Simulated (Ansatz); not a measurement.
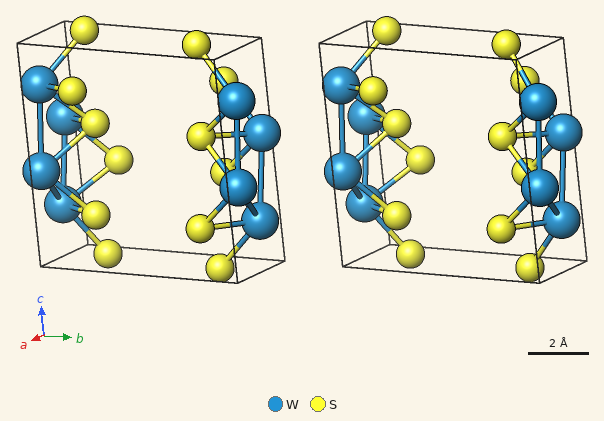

Two geometries of a defect cell of composition W2S5 (cell charge −2) (coarse preliminary run), drawn at one scale. One is the start of a relaxation, the other its converged end. The picture is a ball-and-stick view of the cell of the calculation, seen slightly off an axis.

These are results of DFT PBE, scalar-relativistic, plane waves, PAW (Ansatz), not measurements. Settings: plane-wave cutoff 420 eV; k-point mesh 1 × 1 × 1; occupations gaussian; smearing width 0.01 eV; collinear spin; atoms relaxed in a fixed cell; force threshold 0.025 eV/Å; at most 45 steps.

Which one is relaxed?

The left one is the relaxed one. Case: W vacancy (site a), charge -2, atoms relaxed at the host's cell. After 8 accepted moves (10 points after the start) the energy has fallen by 0.156 eV per cell of the calculation. Largest force component: 0.76 eV/Å at the start, 0.019 eV/Å at the end. The line search rejected the trial steps at points 1, 8 of the run. An S atom moves most: 0.29 Å along [3 −2 0]. Largest moves by element: S 0.29 Å, W 0.04 Å. The cell doesn't change. Near-neighbour distances that change, for instance: W–W 2.951 → 3.002 Å, S–W 2.408 → 2.456 Å, S–W 2.413 → 2.387 Å, S–W 2.418 → 2.442 Å. Bond angles that change, for instance: W–S–W 96.2° → 91.5°. The program noted that the starting moments weren't kept. Cost: 25 s on 4 threads of Arm Neoverse V2, on a shared host, peak memory 0.52 GiB.

Limits of the set-up: the periodic images lie only 5.5 Å apart, so the values are limited by the cell's size; the cell is charged, on a uniform background, and energies carry no finite-size correction.
